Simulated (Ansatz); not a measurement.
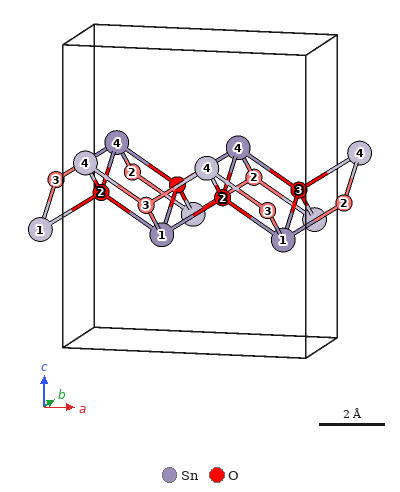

Figure 1. The input geometry (ball-and-stick view of the 2 × 1 repeat of the cell, with the vacuum cut short, seen slightly off an axis; neighbours outside the cell are drawn fainter; atoms are numbered from 1 in the order of the input). An atom can appear more than once, as a periodic image. Near neighbours in the periodic cell (some may lie outside the picture): Sn has 4 O at 2.30 Å; O has 4 Sn at 2.30 Å.

# SnO: single-point calculation

The run: single-point calculation of SnO (slab, 4 atoms in the cell). Method and program: DFT PBE+D3(BJ), scalar-relativistic, plane waves, PAW, PAW set soft_1, no spin polarisation (Ansatz 0.2.0).

The structure derives from a Materials Project entry. Figures and captions count atoms from 1; the log counts them from 0 in places.

Output:
```
Engine: ansatz 0.2.0, x86_64-unknown-linux-gnu
Pseudopotentials: kind: paw
Pseudopotential: Sn, paw, valence charge 14, recommended cutoff 420 eV (normal), [file]
Pseudopotential: O, paw, valence charge 6, recommended cutoff 420 eV (normal), [file]
Functional definition: PBE
  parameter kappa = 0.804
  parameter beta = 0.06672455060314922
  exchange = pbe_x(kappa = kappa, mu = beta*pi^2/3)
  correlation = pbe_c(beta = beta)
Crystal: 4 atoms, lattice volume = 459.021 Å³
Basis set: ecut = 420 eV, 9063 PW (Γ), exchange–correlation on 54×54×432 points (8 copies of the dense FFT grid, shifted against one another)
Bands: 24, of which v1, the nominal top of the filled ones, is band 20 counted from 1 (19 counted from 0)
Symmetry: 16 space group operations
Space group: P4/nmm (ITA 129), of the structure as read, at distance tolerance 7.7e-5 Å
k-points: 10 of 36
Non-local potential: Sn, projectors of the file, l = 0: 2, l = 1: 2, l = 2: 2, l = 3: 1
Non-local potential: O, projectors of the file, l = 0: 2, l = 1: 2, l = 2: 1
PAW form: soft (Blöchl's): semilocal exchange-correlation on the pseudo side does not see the compensation charge
PAW one-centre angular grid: Sn, 590 points (default); XC on 64 Gauss nodes
PAW one-centre angular grid: O, 110 points (default); XC on 64 Gauss nodes
Initial density: superposition of atomic densities (neutral atoms: chi_scale 0, normalization atom)
Initial wavefunctions: pseudopotential atomic-orbital guess
Functional: x = pbe(κ = 0.804, μ = 0.2195149727645171), c = pbe(β = 0.06672455060314922)
SCF iter   1: F=—  HF=-13188.181961 eV  |F-HF|=—  |Δ(HF+E_count)|=         —  Δρ=5.58e-2  dr2=1.81e1  ethr=3.10e-3  ⟨swp⟩=10.4  Hψ=1415  notcnv=0
preconditioner: auto → Resta (q_TF=auto, 1.817 Å⁻¹)  ε∞=1.4  [insulator: Δε(μ)=3.869 eV  Ē_g=17.865 eV  σ=0.020 eV  W_gap=1.00  n_scr=44 (ndim 8)  ℏωp=11.0 eV  f_vac=0.769  D(μ)=0.00/eV (n_scr^D=0)  ε∞_Penn≈1.4  vacuum switching on, ρ_ref=2.3e-2 e/Å³]
SCF iter   2: F=—  HF=-13186.873795 eV  |F-HF|=—  |Δ(HF+E_count)|=    1.31e0  Δρ=6.15e-2  dr2=1.75e1  ethr=3.10e-3  ⟨swp⟩=6.0  Hψ=825  notcnv=0
SCF iter   3: F=—  HF=-13183.975168 eV  |F-HF|=—  |Δ(HF+E_count)|=    2.90e0  Δρ=9.41e-3  dr2=5.68e-1  ethr=3.10e-3  ⟨swp⟩=5.4  Hψ=729  notcnv=0
SCF iter   4: F=—  HF=-13183.924152 eV  |F-HF|=—  |Δ(HF+E_count)|=   5.10e-2  Δρ=5.63e-3  dr2=2.77e-1  ethr=1.42e-3  ⟨swp⟩=3.4  Hψ=481  notcnv=0
SCF iter   5: F=—  HF=-13183.885185 eV  |F-HF|=—  |Δ(HF+E_count)|=   3.90e-2  Δρ=2.68e-3  dr2=7.02e-2  ethr=6.93e-4  ⟨swp⟩=2.8  Hψ=341  notcnv=0
SCF iter   6: F=—  HF=-13183.869153 eV  |F-HF|=—  |Δ(HF+E_count)|=   1.60e-2  Δρ=2.97e-4  dr2=5.46e-4  ethr=1.76e-4  ⟨swp⟩=3.3  Hψ=432  notcnv=0
SCF iter   7: F=—  HF=-13183.869195 eV  |F-HF|=—  |Δ(HF+E_count)|=   4.17e-5  Δρ=1.02e-4  dr2=1.05e-4  ethr=1.36e-6  ⟨swp⟩=3.1  Hψ=601  notcnv=0
SCF iter   8: F=—  HF=-13183.869207 eV  |F-HF|=—  |Δ(HF+E_count)|=   1.19e-5  Δρ=1.34e-4  dr2=1.53e-4  ethr=2.63e-7  ⟨swp⟩=2.7  Hψ=523  notcnv=0
SCF iter   9: F=—  HF=-13183.869173 eV  |F-HF|=—  |Δ(HF+E_count)|=   3.45e-5  Δρ=1.55e-5  dr2=1.88e-6  ethr=2.63e-7  ⟨swp⟩=2.1  Hψ=305  notcnv=0
SCF iter  10: F=—  HF=-13183.869050 eV  |F-HF|=—  |Δ(HF+E_count)|=   1.23e-4  Δρ=3.68e-6  dr2=6.22e-8  ethr=2.50e-10  ⟨swp⟩=15.7  Hψ=2930  notcnv=0
SCF iter  11: F=-13183.869050 eV  HF=-13183.869050 eV  |F-HF|=2.71e-9  |Δ(HF+E_count)|=   1.54e-8  Δρ=8.23e-7  dr2=3.54e-9  ethr=1.56e-10  ⟨swp⟩=9.0  Hψ=1817  notcnv=0
SCF 1 converged in 11 iterations: F = -13183.869050 eV  dr2 = 3.54e-9
  greatest PAW one-centre occupation: 0.993 electrons in one spin orbital (limit 2), on the Sn atom at site 3 (counted from 0), in its partial waves of l = 2
```

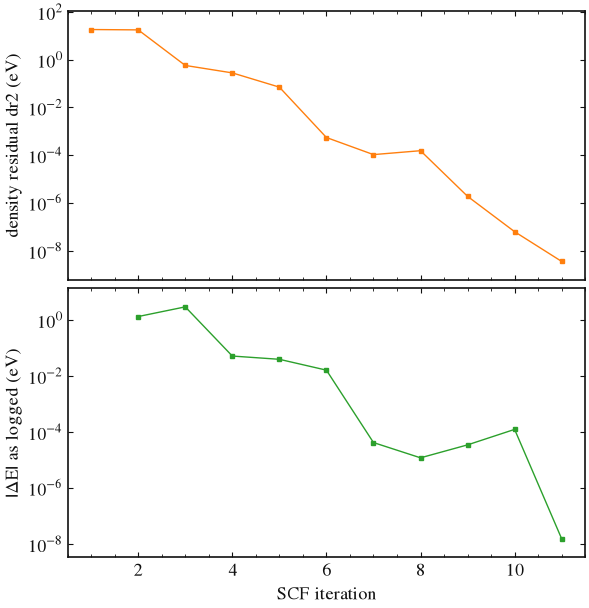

Figure 2. Convergence of the self-consistent field: density residual dr2 and size of the energy change against the SCF iteration. The residual falls almost steadily, with no more than small rises.

```
WARN: The output density's exchange-correlation potential varies sharply where the density is thin. Do not read a vacuum level from v_tot or v_xc, or from such a field of the output density. On a cell that repeats whose density bears no net charge and no dipole along the vacuum's axis use v_es (v_loc + v_h of the components); under efield.dipole_correction with no amplitude use v_es + v_field, which holds any external_charges[].barrier, or the levels of the report's work_function block, which leave it out; under a non-zero efield.amplitude the vacuum is tilted and has no level; on a cell that repeats and bears such a dipole with no correction it is tilted too, and efield.dipole_correction with no amplitude gives each side of its ramp a level where efield: is served; in a cell that repeats whose density bears a net charge (total_charge, or a fill off its count) it is curved and has none; of a slab under crystal.periodic whose density bears no net charge use v_es, which has a level on each side, short of where the two are joined; of another it falls or rises all the way out and has none; of a slab beside external_charges read slab_vacuum_level instead, which it has where they leave it neutral. The grid or the basis barely resolves most such structure, and the values can differ between equally converged runs; as a rule a tighter scf.convergence.dr2_threshold does not remove it. Where the density itself ripples (under the LDA too) a higher basis.ecutwfc lessens it. The files hold the spikes' plane waves up to the density's cutoff. Files: v_tot_of_output_density and the like, and their columns of v_z.tsv (output.write_potential); v_xc_of_output_density and the like, and their columns of v_comp_z.tsv (output.write_potential_components). Measured: with its Gaussian average of σ = 0.25 Å subtracted twice, the exchange-correlation potential is over 0.1 eV at 28 of the grid points where the equally averaged density (valence and model cores) is under 1e-3 e/Å³, and 0.167 eV at the most among them, at an averaged density of 9.6e-4 e/Å³. The input density's (outcome.potential() and, of a run that writes arrays, v_tot and v_xc) is over 0.1 eV, so measured, at 16 points of its own thin density, 0.167 eV at the most. See output.write_potential in the manual, Limitations
SCF converged after 11 iterations
Free energy (F): -13183.869050 eV
Harris-Foulkes:  -13183.869050 eV  (|F-HF|=2.71e-9)
Internal energy: -13183.869050 eV  (E = F + TS)
E sigma→0 (E₀):  -13183.869050 eV
Fermi energy:    -3.818147 eV
--- Per-component energies (eV) ---
  E_band       = -728.210526
  E_kinetic    = 666.559965
  E_local      = -64344.060819  (includes V_loc(G=0)·N_el)
  E_nonlocal   = 394.266935
  E_hartree    = 31812.694530
  E_xc         = -392.773741
  E_vxc        = -339.934093  (∫ρ·V_xc dr)
  E_paw        = -9062.160832  (= ΣΔE_a)
  E_vpaw       = -730.429180  (= ΣTr[D̂ρ^β])
  E_aug_tail   = 0.002145  (compensation charges beyond the density's cutoff)
  E_ewald      = 27742.131337
  E_disp       = -0.528572  (pairwise vdW)
  E_smearing   = -0.000000  (= −TS)
  E_closure    = 0.000000  (closes the sum)
  Σ components = -13183.869050   (vs F -13183.869050, Δ=0.00e0)
--- Forces (eV/Å), atoms counted from 1 ---
  atom   1  Sn     0.00000000     0.00000000     1.28666415
  atom   2  O      0.00000000     0.00000000    -0.00000000
  atom   3  O      0.00000000     0.00000000     0.00000000
  atom   4  Sn     0.00000000     0.00000000    -1.28666415
  max |Σ_I F_I| component: 2.22e-16 eV/Å
--- 2D stress c σ (N/m, compression-positive) ---
       -2.487751       0.000000       0.000000
        0.000000      -2.487751       0.000000
        0.000000       0.000000       0.000000
  P = ½ c Tr σ = -2.4878 N/m
--- Band table (eV; the first three rows and the last of 10) ---
  k-point 0: bands = ["-25.6809", "-25.4496", "-25.4085", "-25.3940", "-25.3940", "-25.3872", "-25.3594", "-25.3362", "-25.3362", "-25.3343", "-23.2485", "-21.1071", "-11.8892", "-9.2951", "-9.2951", "-9.1238", "-6.9798", "-6.4505", "-6.4505", "-5.3552", "-2.2284", "-1.9266 (-1.9266°)", "-0.1268", "-0.0346"]
  k-point 1: bands = ["-25.6691", "-25.4462", "-25.4119", "-25.4039", "-25.3961", "-25.3805", "-25.3773", "-25.3528", "-25.3377", "-25.3295", "-23.0768", "-21.2207", "-11.8011", "-9.3470", "-9.2987", "-9.1312", "-7.2581", "-6.6773", "-6.5194", "-5.3286", "-1.6478 (-1.6478°)", "-1.4988 (-1.4988°)", "-0.7743", "0.1840"]
  k-point 2: bands = ["-25.6376", "-25.5032", "-25.4182", "-25.4149", "-25.4033", "-25.3979", "-25.3645", "-25.3429", "-25.3373", "-25.3252", "-22.6347", "-21.5593", "-11.5119", "-10.0876", "-9.0851", "-8.6688", "-7.7618", "-7.2627", "-6.4010", "-5.3850", "-1.8317", "-1.5625", "-0.4907", "-0.0656"]
  k-point 9: bands = ["-25.6175", "-25.6175", "-25.4258", "-25.4258", "-25.3882", "-25.3882", "-25.3340", "-25.3340", "-25.3176", "-25.3176", "-21.8599", "-21.8599", "-12.1232", "-12.1232", "-8.6757", "-8.6757", "-6.0657", "-6.0657", "-5.8509", "-5.8509", "-2.3183", "-2.3183", "-0.2684", "-0.2684"]
  ° read free of the cell's end (the report's vacuum.weakly_bound_levels)
```

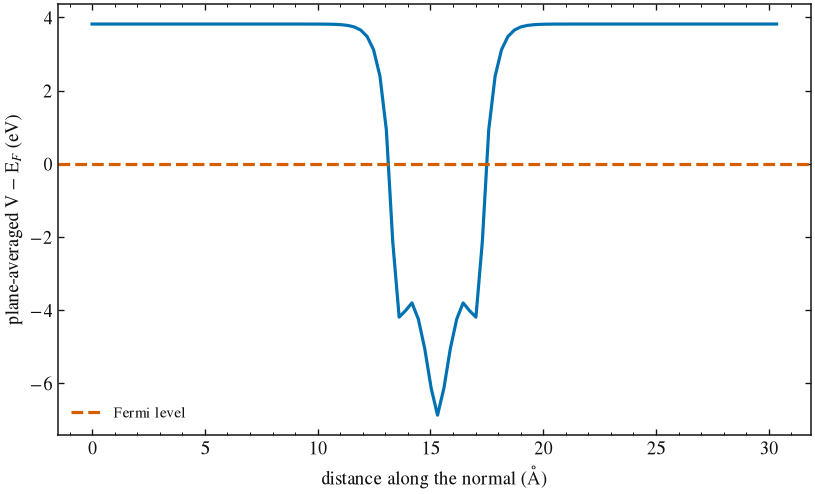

Figure 3. Plane average of the electrostatic potential energy of an electron across the cell, from the Fermi level. The vacuum level lies 3.82 eV above the Fermi level.

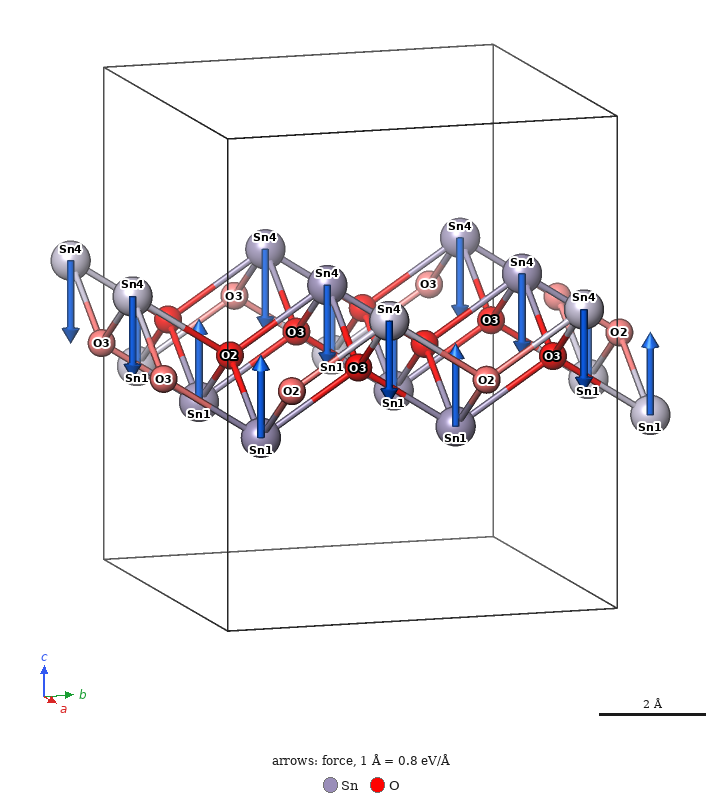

Figure 4. Forces on the atoms as blue arrows (ball-and-stick view of the 2 × 2 repeat of the cell, with the vacuum cut short, seen slightly off an axis; neighbours outside the cell are drawn fainter; atoms are numbered from 1 in the order of the input). The largest act on Sn1, Sn4 (1.29 eV/Å). The geometry is not a stationary point of this energy.

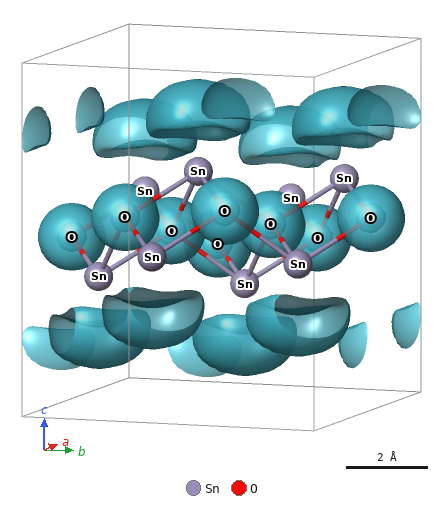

Figure 5. Isosurface of the electron localisation function at 0.7 (cyan), seen at an oblique angle. Core shells and regions of very low density are left out. Sticks mark near contacts. Profiles from the grid: Sn–O (2.30 Å): the ELF is about 0.20 at the midpoint. The fields are those of the smooth PAW valence density.

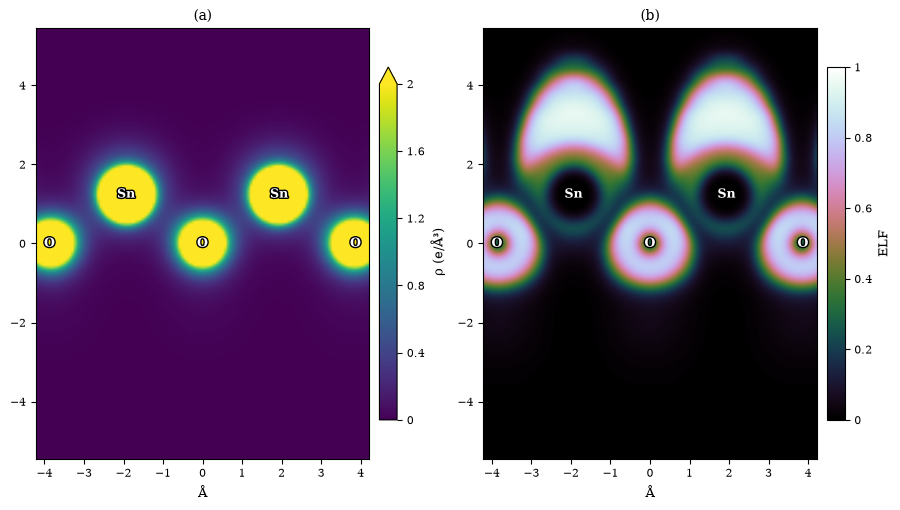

Figure 6. (a) valence electron density; (b) electron localisation function on the (010) plane of the calculation cell, a cut from vacuum to vacuum. Atoms in the plane: O and Sn. Sn–O (2.30 Å): the density is about 0.4 e/Å³ at the midpoint; the ELF is about 0.20 at the midpoint. The density dies away to nearly zero in the vacuum.

This output came from the following input.

Input file:
```yaml
crystal:
  lattice:
    - [3.871, 0.0, 0.0]
    - [0.0, 3.871, 0.0]
    - [0.0, 0.0, 30.6327602731]
  atoms:
    - { symbol: Sn, position: [0.75, 0.25, 0.4594225271] }
    - { symbol: O, position: [0.25, 0.25, 0.5] }
    - { symbol: O, position: [0.75, 0.75, 0.5] }
    - { symbol: Sn, position: [0.25, 0.75, 0.5405774729] }
  periodic: [true, true, false]
basis:
  ecutwfc: 420
kpoints:
  mp_grid: { grid: [6, 6, 1] }
hamiltonian:
  xc: pbe
  pseudopotentials: { kind: paw, azcp: { folder: soft_1 } }
  dispersion: d3bj
scf:
  occupations: { method: gaussian, width: 0.02 }
output:
  forces: true
  stress: true
  eigenvalues: true
  write_density: true
  write_potential: true
  elf: true
  volumetric_format: npy
```

Launched with:
```bash
ansatz run input.yaml --threads 1 --pin off --max-ram 3072MiB --backend cpu --events-out ev --progress --plain --runs-dir out
```

Key numbers:

| quantity | value |
| --- | --- |
| outcome | converged |
| electrons treated | 40 |
| free energy | −13183.8691 eV |
| work function, top face | 3.82 eV |
| work function, bottom face | 3.82 eV |
| Fermi energy | −3.818 eV |
| gap on the k-point mesh | 3.00 eV |
| work function (upper face) | 3.82 eV |
| largest force (length of the vector) | 1.287 eV/Å |
| hardware | 1 thread of AMD EPYC (Zen 5), 32 GiB of memory available, shared host |
| wall time | 5.1 s |
| peak memory | 0.58 GiB |

The program warns: the exchange-correlation potential is rough where the density is thin.
